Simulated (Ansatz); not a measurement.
Consider this structure.

```xyz
24
Lattice="4.4032 0.0000 0.0000 0.0000 18.9289 0.0000 0.0000 0.0000 3.1135" Properties=species:S:1:pos:R:3 pbc="T T T"
Al    3.5479   10.3421    0.0000
N     0.1242   11.9590    0.0000
Al    1.1956   11.8114    1.5568
N     2.3103   13.3689    1.5568
Al    3.4009   13.4608    0.0000
N     0.1087   15.0244    0.0000
Al    1.1993   14.9325    1.5568
N     2.3258   16.4343    1.5568
Al    3.3972   16.5819    0.0000
N     0.2003   18.1576    0.0000
Al    1.3464   18.0512    1.5568
Al    3.0568    0.8777    1.5568
N     4.2029    0.7713    0.0000
Al    1.0060    2.3470    0.0000
N     2.0774    2.4945    1.5568
Al    3.2039    3.9963    1.5568
N     4.2945    3.9045    0.0000
Al    1.0023    5.4681    0.0000
N     2.0929    5.5600    1.5568
Al    3.2076    7.1175    1.5568
N     4.2789    6.9699    0.0000
Al    0.8552    8.5867    0.0000
N     2.0013    8.6932    1.5568
N     2.4019   10.2357    1.5568
```

What crystal do these data define?

The structure is one of AlN. The lattice is primitive orthorhombic and the space group Pnnm (No. 58). In the cell are 12 Al, 12 N, which makes 12 formula units. The numbers of neighbours within bonding distance are Al 4 and N 4.

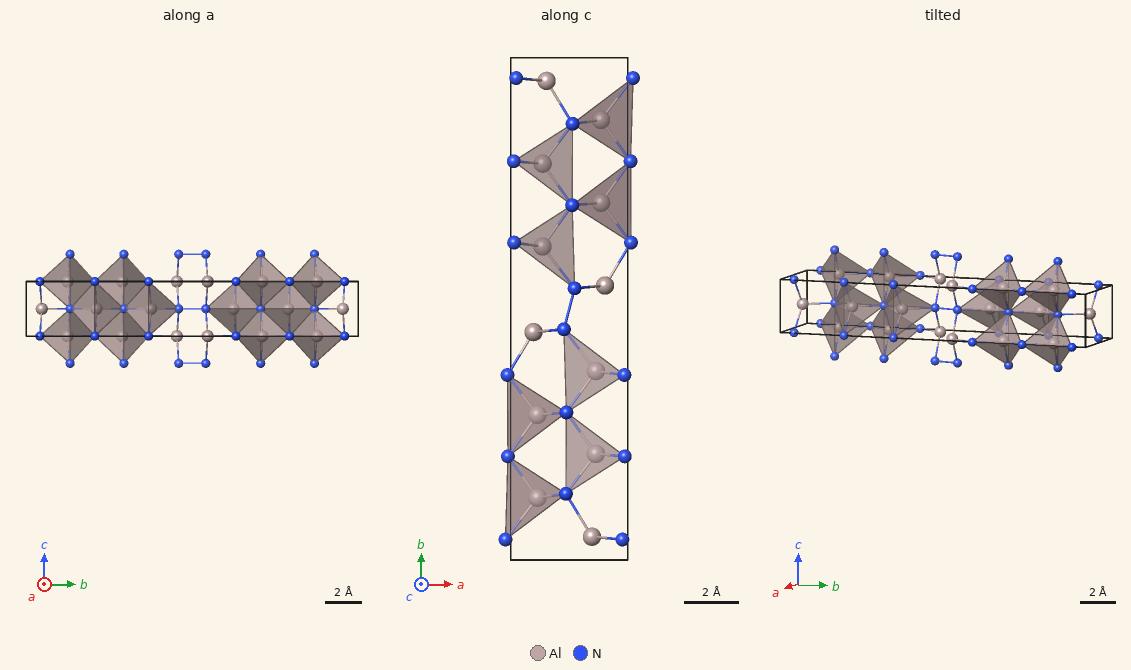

Crystal structure, polyhedral style, seen along the a axis, along the c axis and slightly off an axis. The box is the conventional unit cell; atoms on or close to its faces, edges and corners are drawn wherever they repeat. A few atoms beyond the faces are included. Colours: aluminium light grey, nitrogen blue.

Origin of the cell: a structure listed in the Materials Project. It was relaxed with Ansatz, DFT PBE, scalar-relativistic, plane waves, PAW under a constraint or pressure on the cell, so some stress remains.
